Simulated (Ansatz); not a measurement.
## Geometry relaxation, with input and output: ZnSe (part 2 of 3)

The same run, continued: ZnSe (slab, 16 atoms in the cell); DFT PBE+D3(BJ), scalar-relativistic, plane waves, PAW, no spin polarisation (Ansatz 0.2.0); cutoff 420 eV, 2×3×1 k-mesh, Gaussian smearing of 0.05 eV. The structure derives from an entry of the Crystallography Open Database. The input holds or restrains some coordinates. Forces given for the steps count only the free coordinates. It belongs to a series of runs on one base structure; here: clean slab, lower planes held.

Geometry of the input (Å; fractional positions):
```
7.9973  0.0000  0.0000
0.0000  5.6549  0.0000
0.0000  0.0000  21.9980
Zn 0.2500  0.5000  0.3637
Zn 0.7500  0.5000  0.3637
Se 0.5000  0.2500  0.3637
Se 0.0000  0.2500  0.3637
Zn 0.5000  0.0000  0.4546
Zn 0.0000  0.0000  0.4546
Se 0.7500  0.7500  0.4546
Se 0.2500  0.7500  0.4546
Zn 0.7500  0.5000  0.5454
Zn 0.2500  0.5000  0.5454
Se 0.0000  0.2500  0.5454
Se 0.5000  0.2500  0.5454
Zn 0.0000  0.0000  0.6363
Zn 0.5000  0.0000  0.6363
Se 0.2500  0.7500  0.6363
Se 0.7500  0.7500  0.6363
```

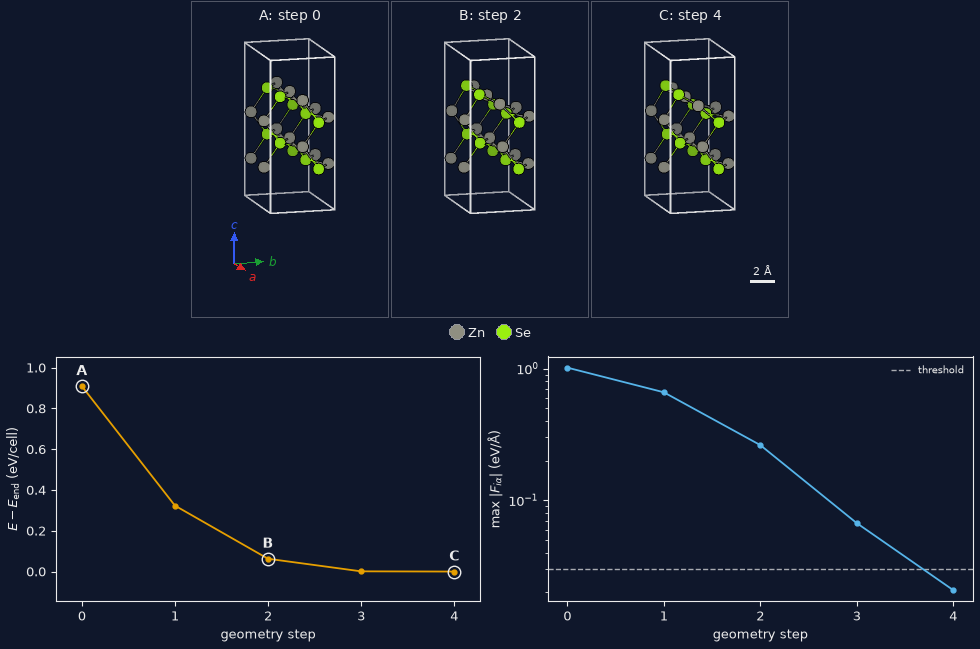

*Frames of the restrained relaxation (ball-and-stick view of the cell of the calculation, with the vacuum cut short (origin shifted), seen slightly off an axis) above the curves, on which the letters mark them (the first geometry is step 0 here and step 1 in the log).*

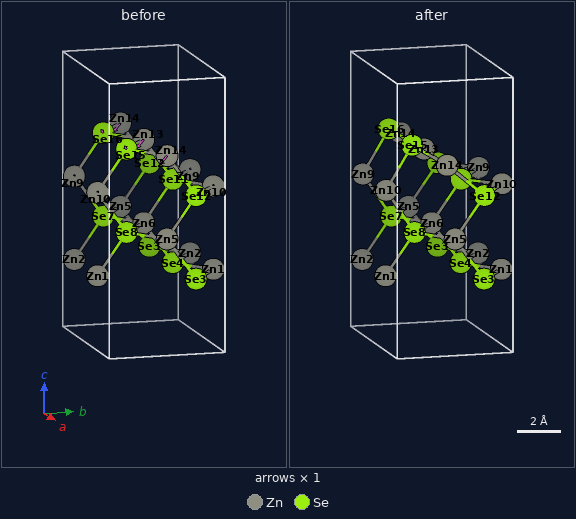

*Before (left) and after (right) the restrained relaxation, at one scale (ball-and-stick view of the cell of the calculation, with the vacuum cut short (origin shifted), seen slightly off an axis). The pink arrows give the displacements, at true length.*

The largest moves, 0.59 Å, are those of Zn13 and Zn14. By element the largest moves are Zn 0.59 Å, Se 0.23 Å. The cell stays as it was. Among the contacts that change: Se7–Zn9 2.449 → 2.516 Å, Se11–Zn13 2.449 → 2.390 Å, Zn5–Se12 2.449 → 2.466 Å, Zn10–Se15 2.449 → 2.443 Å. Among the angles that change: Zn10–Se15–Zn13 109.5° → 91.2°, Zn5–Se12–Zn14 109.5° → 94.9°, Se11–Zn13–Se15 109.5° → 122.6°. The energy falls by 0.909 eV per cell of the calculation in 4 geometry steps. Largest force component: 1 eV/Å at the start, 0.021 eV/Å at the end. (Atoms are counted from 1 in the order of the input.)

```
WARN: The output density's exchange-correlation potential varies sharply where the density is thin. Do not read a vacuum level from v_tot or v_xc, or from such a field of the output density. On a cell that repeats whose density bears no net charge and no dipole along the vacuum's axis use v_es (v_loc + v_h of the components); under efield.dipole_correction with no amplitude use v_es + v_field, which holds any external_charges[].barrier, or the levels of the report's work_function block, which leave it out; under a non-zero efield.amplitude the vacuum is tilted and has no level; on a cell that repeats and bears such a dipole with no correction it is tilted too, and efield.dipole_correction with no amplitude gives each side of its ramp a level where efield: is served; in a cell that repeats whose density bears a net charge (total_charge, or a fill off its count) it is curved and has none; of a slab under crystal.periodic whose density bears no net charge use v_es, which has a level on each side, short of where the two are joined; of another it falls or rises all the way out and has none; of a slab beside external_charges read slab_vacuum_level instead, which it has where they leave it neutral. The grid or the basis barely resolves most such structure, and the values can differ between equally converged runs; as a rule a tighter scf.convergence.dr2_threshold does not remove it. Where the density itself ripples (under the LDA too) a higher basis.ecutwfc lessens it. The files hold the spikes' plane waves up to the density's cutoff. Files: v_tot_of_output_density and the like, and their columns of v_z.tsv (output.write_potential); v_xc_of_output_density and the like, and their columns of v_comp_z.tsv (output.write_potential_components). Measured: with its Gaussian average of σ = 0.25 Å subtracted twice, the exchange-correlation potential is over 0.1 eV at 324 of the grid points where the equally averaged density (valence and model cores) is under 1e-3 e/Å³, and 0.274 eV at the most among them, at an averaged density of 9.4e-4 e/Å³. The input density's (outcome.potential() and, of a run that writes arrays, v_tot and v_xc) is over 0.1 eV, so measured, at 324 points of its own thin density, 0.279 eV at the most. See output.write_potential in the manual, Limitations
SCF converged after 6 iterations
Free energy (F): -70317.147363 eV
Harris-Foulkes:  -70317.147363 eV  (|F-HF|=4.90e-9)
Internal energy: -70317.147363 eV  (E = F + TS)
E sigma→0 (E₀):  -70317.147363 eV
Fermi energy:    -0.245868 eV
Dipole field:    D = -0.016536 V/Å  (p = -0.090914 e·Å, saw-weighted, corrected)
Work function:   Φ+ = 4.8671 eV   Φ− = 4.5033 eV
Levels:          The Fermi level and band energies are counted from a zero that moves with the ramp; work functions are not
--- Per-component energies (eV) ---
  E_band       = -4750.318098
  E_kinetic    = 1993.722577
  E_local      = -189789.190886  (includes V_loc(G=0)·N_el)
  E_nonlocal   = 147.910651
  E_hartree    = 92759.416525
  E_xc         = -1926.917445
  E_vxc        = -1194.915154  (∫ρ·V_xc dr)
  E_paw        = -29915.441484  (= ΣΔE_a)
  E_vpaw       = -1426.642902  (= ΣTr[D̂ρ^β])
  E_aug_tail   = -0.007508  (compensation charges beyond the density's cutoff)
  E_efield     = 0.000752  (sawtooth field / dipole correction)
  E_vefield    = -0.028557  (∫n·V_field dr)
  E_ewald      = 56417.108089
  E_disp       = -3.748634  (pairwise vdW)
  E_smearing   = -0.000000  (= −TS)
  E_closure    = -0.000000  (closes the sum)
  Σ components = -70317.147363   (vs F -70317.147363, Δ=0.00e0)
--- Forces (eV/Å), atoms counted from 1 ---
  atom   1  Zn     0.00000000    -0.95545001     1.00760415
  atom   2  Zn     0.00000000    -0.95545001     1.00760415
  atom   3  Se     0.00000000     0.43564615    -0.93203688
  atom   4  Se     0.00000000     0.43564615    -0.93203688
  atom   5  Zn    -0.00000000     0.28079496    -0.01233584
  atom   6  Zn    -0.00000000     0.28079496    -0.01233584
  atom   7  Se     0.00000000     0.23744378    -0.05945183
  atom   8  Se    -0.00000000     0.23744378    -0.05945183
  atom   9  Zn     0.00000000    -0.01239775    -0.00405940
  atom  10  Zn     0.00000000    -0.01239775    -0.00405940
  atom  11  Se    -0.00000000     0.02084568    -0.00449887
  atom  12  Se     0.00000000     0.02084568    -0.00449887
  atom  13  Zn     0.00000000    -0.00699491     0.00348134
  atom  14  Zn     0.00000000    -0.00699491     0.00348134
  atom  15  Se    -0.00000000     0.00010808     0.00127518
  atom  16  Se     0.00000000     0.00010808     0.00127518
  max |Σ_I F_I| component: 4.43e-5 eV/Å
--- Band table (eV) ---
  k-point 0: bands = ["-47.8612", "-47.8610", "-47.8542", "-47.8542", "-47.8523", "-47.8523", "-47.8472", "-47.8471", "-47.8393", "-47.8392", "-47.8379", "-47.8379", "-47.8364", "-47.8364", "-47.8331", "-47.8329", "-47.8131", "-47.8128", "-47.8094", "-47.8094", "-47.4943", "-47.4940", "-47.4877", "-47.4877", "-47.4593", "-47.4591", "-47.4414", "-47.4414", "-47.4350", "-47.4349", "-47.3106", "-47.3104", "-47.3090", "-47.3089", "-47.2244", "-47.2244", "-47.2037", "-47.2036", "-47.1820", "-47.1819", "-13.9940", "-13.4528", "-13.3772", "-13.3103", "-13.0208", "-12.8393", "-12.7541", "-12.5558", "-7.5527", "-7.5276", "-7.5229", "-7.4514", "-7.4248", "-7.4232", "-7.4147", "-7.3915", "-7.3749", "-7.3743", "-7.3671", "-7.3367", "-7.3364", "-7.3317", "-7.3254", "-7.2850", "-7.2737", "-7.2611", "-7.2324", "-7.2311", "-7.2181", "-7.2112", "-7.2041", "-7.1888", "-7.1828", "-7.1760", "-7.1756", "-7.1642", "-7.1469", "-7.1127", "-7.0937", "-7.0914", "-7.0821", "-7.0672", "-7.0610", "-7.0149", "-7.0121", "-6.9889", "-6.9710", "-6.9091", "-5.4669", "-5.3638", "-5.2888", "-5.1282", "-4.9426", "-4.8180", "-4.2492", "-3.6088", "-3.5010", "-3.2260", "-3.0098", "-2.8374", "-2.8177", "-2.8089", "-2.7294", "-2.5159", "-2.4879", "-2.0883", "-2.0436", "-1.6179", "-1.4156", "-1.2639", "-1.2204", "-0.9459", "0.4542", "1.4528", "1.7384", "1.7645", "2.3502", "2.8004", "2.8881", "3.0101", "3.1358", "3.1573", "3.5194", "3.5995", "3.6535", "4.0380", "4.2157", "4.3469", "5.0244", "5.0524", "5.1380", "5.1972", "5.2782", "5.5604", "5.6202"]
  k-point 1: bands = ["-47.8612", "-47.8610", "-47.8542", "-47.8542", "-47.8523", "-47.8523", "-47.8472", "-47.8471", "-47.8393", "-47.8392", "-47.8379", "-47.8379", "-47.8364", "-47.8364", "-47.8331", "-47.8329", "-47.8131", "-47.8128", "-47.8094", "-47.8094", "-47.4943", "-47.4940", "-47.4877", "-47.4877", "-47.4593", "-47.4591", "-47.4414", "-47.4414", "-47.4350", "-47.4349", "-47.3106", "-47.3104", "-47.3090", "-47.3089", "-47.2244", "-47.2244", "-47.2037", "-47.2036", "-47.1820", "-47.1819", "-13.8058", "-13.4818", "-13.3641", "-13.3007", "-13.1327", "-12.8341", "-12.8294", "-12.5485", "-7.5424", "-7.4877", "-7.4738", "-7.4357", "-7.4152", "-7.4112", "-7.3985", "-7.3883", "-7.3831", "-7.3824", "-7.3812", "-7.3483", "-7.3430", "-7.3261", "-7.3198", "-7.3005", "-7.2999", "-7.2969", "-7.2350", "-7.2270", "-7.2200", "-7.2053", "-7.2032", "-7.1794", "-7.1623", "-7.1623", "-7.1423", "-7.1333", "-7.1293", "-7.0981", "-7.0951", "-7.0909", "-7.0731", "-7.0568", "-7.0423", "-7.0200", "-6.9945", "-6.9931", "-6.9026", "-6.8973", "-5.8597", "-5.6368", "-5.5422", "-5.2762", "-5.2370", "-5.1967", "-4.2758", "-3.4638", "-3.3484", "-3.3284", "-3.0824", "-2.8349", "-2.5275", "-2.4431", "-2.3748", "-2.2375", "-2.1991", "-1.9104", "-1.9093", "-1.6476", "-1.5452", "-1.4240", "-1.3677", "-1.2392", "1.1101", "1.2026", "1.9484", "2.1812", "2.2149", "2.6556", "3.0338", "3.0651", "3.1287", "3.4124", "3.6413", "4.0226", "4.0739", "4.5182", "4.8199", "4.8911", "4.8975", "5.3306", "5.5671", "5.6638", "5.7266", "5.8868", "5.9413"]
  k-point 2: bands = ["-47.8611", "-47.8611", "-47.8542", "-47.8542", "-47.8523", "-47.8523", "-47.8471", "-47.8471", "-47.8392", "-47.8392", "-47.8379", "-47.8379", "-47.8364", "-47.8364", "-47.8330", "-47.8330", "-47.8130", "-47.8130", "-47.8094", "-47.8094", "-47.4941", "-47.4941", "-47.4877", "-47.4877", "-47.4592", "-47.4592", "-47.4414", "-47.4414", "-47.4349", "-47.4349", "-47.3105", "-47.3105", "-47.3090", "-47.3090", "-47.2244", "-47.2244", "-47.2036", "-47.2036", "-47.1819", "-47.1819", "-13.7606", "-13.7606", "-13.3198", "-13.3198", "-12.9367", "-12.9367", "-12.6553", "-12.6553", "-7.5502", "-7.5502", "-7.4610", "-7.4610", "-7.4243", "-7.4243", "-7.4063", "-7.4063", "-7.3986", "-7.3986", "-7.3491", "-7.3491", "-7.3205", "-7.3205", "-7.3081", "-7.3081", "-7.2897", "-7.2897", "-7.2659", "-7.2659", "-7.2329", "-7.2329", "-7.2029", "-7.2029", "-7.1787", "-7.1787", "-7.1590", "-7.1590", "-7.1498", "-7.1498", "-7.1087", "-7.1087", "-7.0736", "-7.0736", "-7.0611", "-7.0611", "-6.9628", "-6.9628", "-6.8412", "-6.8412", "-5.4848", "-5.4848", "-4.9634", "-4.9634", "-4.3474", "-4.3474", "-3.8305", "-3.8305", "-3.4661", "-3.4661", "-3.2188", "-3.2188", "-3.1001", "-3.1001", "-2.7982", "-2.7982", "-2.2861", "-2.2861", "-2.1659", "-2.1659", "-1.7739", "-1.7739", "-1.3353", "-1.3353", "1.2604", "1.2604", "2.4837", "2.4837", "2.6478", "2.6478", "3.4552", "3.4552", "3.5928", "3.5928", "3.7259", "3.7259", "4.2558", "4.2558", "4.4897", "4.4897", "4.7198", "4.7198", "5.0665", "5.0665", "5.5437", "5.5437", "5.7501"]
  k-point 3: bands = ["-47.8611", "-47.8611", "-47.8542", "-47.8542", "-47.8523", "-47.8523", "-47.8471", "-47.8471", "-47.8392", "-47.8392", "-47.8379", "-47.8379", "-47.8364", "-47.8364", "-47.8330", "-47.8330", "-47.8130", "-47.8130", "-47.8094", "-47.8094", "-47.4941", "-47.4941", "-47.4877", "-47.4877", "-47.4592", "-47.4592", "-47.4414", "-47.4414", "-47.4349", "-47.4349", "-47.3105", "-47.3105", "-47.3090", "-47.3090", "-47.2244", "-47.2244", "-47.2036", "-47.2036", "-47.1819", "-47.1819", "-13.6182", "-13.6182", "-13.3702", "-13.3702", "-12.9901", "-12.9901", "-12.6937", "-12.6937", "-7.5087", "-7.5087", "-7.4386", "-7.4386", "-7.4146", "-7.4146", "-7.3924", "-7.3924", "-7.3753", "-7.3753", "-7.3489", "-7.3489", "-7.3328", "-7.3328", "-7.3225", "-7.3225", "-7.2978", "-7.2978", "-7.2629", "-7.2629", "-7.2256", "-7.2256", "-7.1990", "-7.1990", "-7.1852", "-7.1852", "-7.1634", "-7.1634", "-7.1438", "-7.1438", "-7.0968", "-7.0968", "-7.0711", "-7.0711", "-7.0498", "-7.0498", "-6.9769", "-6.9769", "-6.9501", "-6.9501", "-5.4561", "-5.4561", "-5.1669", "-5.1669", "-4.6165", "-4.6165", "-4.2676", "-4.2676", "-3.4629", "-3.4629", "-3.2505", "-3.2505", "-2.7845", "-2.7845", "-2.4612", "-2.4612", "-2.2834", "-2.2834", "-1.9969", "-1.9969", "-1.6473", "-1.6473", "-1.2781", "-1.2781", "1.2937", "1.2937", "2.6518", "2.6518", "2.8480", "2.8480", "3.3298", "3.3298", "3.8119", "3.8119", "4.4762", "4.4762", "4.7640", "4.7640", "5.0047", "5.0047", "5.1169", "5.1169", "5.3847", "5.3847", "5.6118", "5.6118", "5.7047"]
--- Relaxed structure (5 steps of the walk, 5 accepted, 0 SCFs on fresh bases) ---
  F+E_penalty+E_count = -70317.14736314 eV   max|allowed force component| = 2.085e-2 eV/Å
  atoms:
    - { symbol: Zn, position: [0.25000000000000006, 0.49999999999999994, 0.3636700422] }
    - { symbol: Zn, position: [0.7500000000000001, 0.49999999999999994, 0.3636700422] }
    - { symbol: Se, position: [0.5000000000000001, 0.24999999999999997, 0.3636700422] }
    - { symbol: Se, position: [0.0, 0.24999999999999997, 0.3636700422] }
    - { symbol: Zn, position: [0.5000000000000001, 0.0, 0.4545566807] }
    - { symbol: Zn, position: [0.0, 0.0, 0.4545566807] }
    - { symbol: Se, position: [0.7500000000000001, 0.75, 0.4545566807] }
    - { symbol: Se, position: [0.25000000000000006, 0.75, 0.4545566807] }
    - { symbol: Zn, position: [0.7500000000000001, 0.5049888897478922, 0.5500002236611502] }
    - { symbol: Zn, position: [0.25000000000000006, 0.5049888897478922, 0.5500002236611502] }
    - { symbol: Se, position: [-9.63292068563547e-35, 0.2536586323448218, 0.5457332833780054] }
    - { symbol: Se, position: [0.5000000000000001, 0.2536586323448218, 0.5457332833780054] }
    - { symbol: Zn, position: [0.0, -0.06795065802750597, 0.6162300009330687] }
    - { symbol: Zn, position: [0.5000000000000001, -0.06795065802750597, 0.6162300009330687] }
    - { symbol: Se, position: [0.25000000000000006, 0.7281469240579075, 0.6451148783996868] }
    - { symbol: Se, position: [0.7500000000000001, 0.7281469240579075, 0.6451148783996868] }
```
